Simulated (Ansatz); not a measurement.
```cif
data_structure
_symmetry_space_group_name_H-M 'P 1'
_symmetry_Int_Tables_number 1
_cell_length_a 3.3105
_cell_length_b 3.3105
_cell_length_c 25.7643
_cell_angle_alpha 90.000
_cell_angle_beta 90.000
_cell_angle_gamma 120.000
_cell_volume 244.53
loop_
_atom_site_label
_atom_site_type_symbol
_atom_site_fract_x
_atom_site_fract_y
_atom_site_fract_z
_atom_site_occupancy
Zn1 Zn 0.00000 0.00000 0.21875 1
Zn2 Zn 0.66667 0.33333 0.55208 1
Zn3 Zn 0.33333 0.66667 0.88541 1
In1 In 0.00000 0.00000 0.00307 1
In2 In 0.66667 0.33333 0.33641 1
In3 In 0.33333 0.66667 0.66974 1
Ga1 Ga 0.66667 0.33333 0.12043 1
Ga2 Ga 0.33333 0.66667 0.45377 1
Ga3 Ga 0.00000 0.00000 0.78710 1
O1 O 0.00000 0.00000 0.29520 1
O2 O 0.66667 0.33333 0.62854 1
O3 O 0.33333 0.66667 0.96187 1
O4 O 0.66667 0.33333 0.04470 1
O5 O 0.33333 0.66667 0.37804 1
O6 O 0.00000 0.00000 0.71137 1
O7 O 0.00000 0.00000 0.12102 1
O8 O 0.66667 0.33333 0.45436 1
O9 O 0.33333 0.66667 0.78769 1
O10 O 0.66667 0.33333 0.19682 1
O11 O 0.33333 0.66667 0.53015 1
O12 O 0.00000 0.00000 0.86348 1
```

Space group R3m; a structure from a database of computed crystals, not necessarily the ambient phase; started from the database structure prototype, which need not be the ambient phase.

Method: Ansatz, DFT, PBE0, plane waves, PAW.

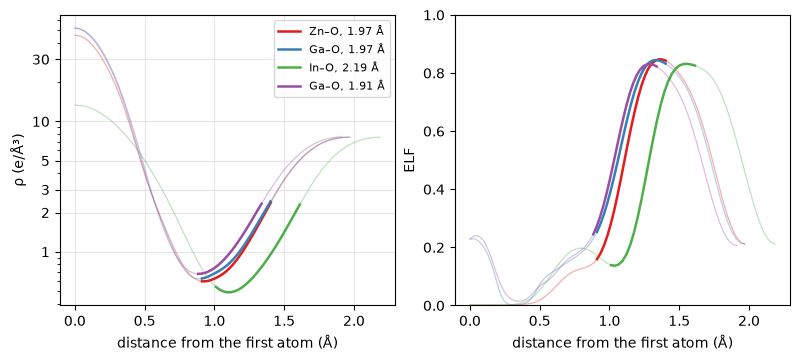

ZnInGaO₄. Valence electron density and electron localisation function along straight lines between neighbouring atoms. Thin, pale parts lie inside the atomic spheres.

Core electrons are frozen (PAW), and the valence fields are smoothed inside the atomic spheres.

Question: What can be read from the curves?

Answer: Zn–O (1.97 Å): the density is about 0.61 e/Å³ at the midpoint; the ELF peaks at about 0.85 in the valence shell of O, 0.6 Å from its nucleus, and is about 0.25 at the midpoint: no shared electron pair shows on this line.
Ga–O (1.97 Å): ρ at the midpoint is about 0.67 e/Å³; the ELF peaks at about 0.85 in the valence shell of O, 0.6 Å from its nucleus, and is about 0.35 at the midpoint.
In–O (2.19 Å): ρ is about 0.49 e/Å³ halfway; the ELF peaks at about 0.85 in the valence shell of O, 0.6 Å from its nucleus, and is about 0.15 at the midpoint: no shared electron pair shows on this line.
Ga–O (1.91 Å): ρ at the midpoint is about 0.7 e/Å³; the ELF peaks at about 0.85 in the valence shell of O, 0.6 Å from its nucleus, and is about 0.35 at the midpoint.
